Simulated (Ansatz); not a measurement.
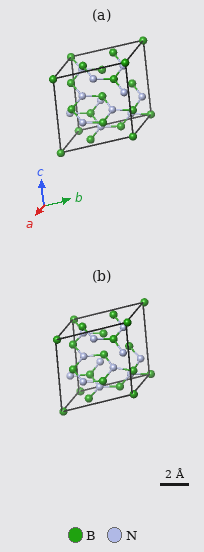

The structure of solid B$_{6}$N$_{5}$ (a generated structure, set up in P1) (coarse preliminary run) before (top) and after (bottom) a relaxation, at one scale.

The picture is a ball-and-stick view of the cell of the calculation, seen slightly off an axis.

Case: 2 of 12 N atoms taken out at random.

Computed with DFT PBE+D3(BJ), scalar-relativistic, plane waves, PAW (Ansatz 0.2.0).

The input:
```yaml
crystal:
  lattice:
    - [-3.759170194, 3.6172632057, -3.294871001]
    - [3.759170194, 3.6172632057, -3.294871001]
    - [0.0, -1.4469052822, -6.589742002]
  atoms:
    - { symbol: B, position: [0.1656249743, 0.8327888049, 0.5007863586] }
    - { symbol: B, position: [0.5846106406, 0.919218277, 0.245697268] }
    - { symbol: B, position: [0.8336226931, 0.1590917488, 0.5024056137] }
    - { symbol: B, position: [0.4981770606, 0.5010864045, 0.5021947035] }
    - { symbol: B, position: [0.2457226534, 0.2501310922, 0.2523462483] }
    - { symbol: B, position: [0.0039961973, 0.9981526072, 0.9966434221] }
    - { symbol: B, position: [0.7488127661, 0.7501263356, 0.7536543262] }
    - { symbol: B, position: [0.6686315074, 0.328460473, 0.0043004576] }
    - { symbol: B, position: [0.424184142, 0.0755578137, 0.7533620723] }
    - { symbol: B, position: [0.9156931041, 0.5875394943, 0.2501352445] }
    - { symbol: B, position: [0.3258113681, 0.6641090399, 0.0063006479] }
    - { symbol: B, position: [0.0796091489, 0.4207777746, 0.7525615545] }
    - { symbol: "N", position: [0.3331491421, 0.9941937626, 0.3360853089] }
    - { symbol: "N", position: [0.9986497, 0.3355896254, 0.3320965116] }
    - { symbol: "N", position: [0.6687815465, 0.6648364139, 0.3346109922] }
    - { symbol: "N", position: [0.4135334762, 0.41612452, 0.0855308087] }
    - { symbol: "N", position: [0.1600455342, 0.169651336, 0.8401613408] }
    - { symbol: "N", position: [0.9206831707, 0.9182216137, 0.5861241308] }
    - { symbol: "N", position: [0.8314773017, 0.495198066, 0.8382010262] }
    - { symbol: "N", position: [0.5795499217, 0.2534698986, 0.5847468983] }
    - { symbol: "N", position: [0.0744308479, 0.7508761129, 0.0850198978] }
    - { symbol: "N", position: [0.4962081495, 0.8292450173, 0.8385301245] }
  symmetry: { detect: false }
basis:
  ecutwfc: 420
kpoints:
  mp_grid: { grid: [3, 3, 2], shift: [0.0, 0.0, 0.5] }
hamiltonian:
  xc: pbe
  dispersion: d3bj
scf:
  occupations: { method: gaussian, width: 0.1 }
  lower_state_search: "off"
output:
  forces: true
  stress: true
  eigenvalues: true
relax:
  adjacent_minimum: "off"
  f_tol: 0.04
  max_steps: 50
  cell: { stress_tol: 0.3 }
```

Command:
```bash
ansatz run input.yaml --threads 4 --pin off --max-ram 9216MiB --backend cpu --events-out ev --progress --plain --runs-dir out
```

**Summarise the run.**

The run was cut off at its time limit before the program reported convergence, but its last step already meets the force threshold: the largest component is 0.016 eV/Å against 0.04 eV/Å. The pressure is within 0.02 GPa of its target. The largest move relative to the cell is that of B6, 0.22 Å roughly along [−3 1 0]. Largest moves by element: B 0.22 Å, N 0.19 Å. The volume changes by −6.5 %, with a 6.170 → 6.112 Å (−1.0 %), b 6.170 → 6.110 Å (−1.0 %), c 6.747 → 6.688 Å (−0.9 %), α 66.7° → 64.3°, β 66.7° → 64.2°, γ 75.1° → 73.2°. Among the contacts that change: B4–B12 2.512 → 2.099 Å, B1–B4 2.497 → 2.118 Å, B2–B6 2.513 → 2.135 Å, B1–B12 2.489 → 2.125 Å. Bond angles that change, for instance: N17–B12–N19 117.3° → 104.1°, N13–B2–N15 117.6° → 104.6°, N17–B6–N21 125.1° → 114.1°. The space group stays P1 (No. 1). After 19 accepted moves (23 points after the start) the energy has fallen by 1.675 eV per cell of the calculation. The largest force component goes from 2.6 to 0.016 eV/Å. The pressure goes from −7.28 to −0.02 GPa. The line search rejected the trial steps at points 12, 15, 16, 19 of the run. The run took 70 s on 4 threads of Intel(R) Xeon(R) Platinum 8488C (Sapphire Rapids), on a shared host, peak memory 0.68 GiB.
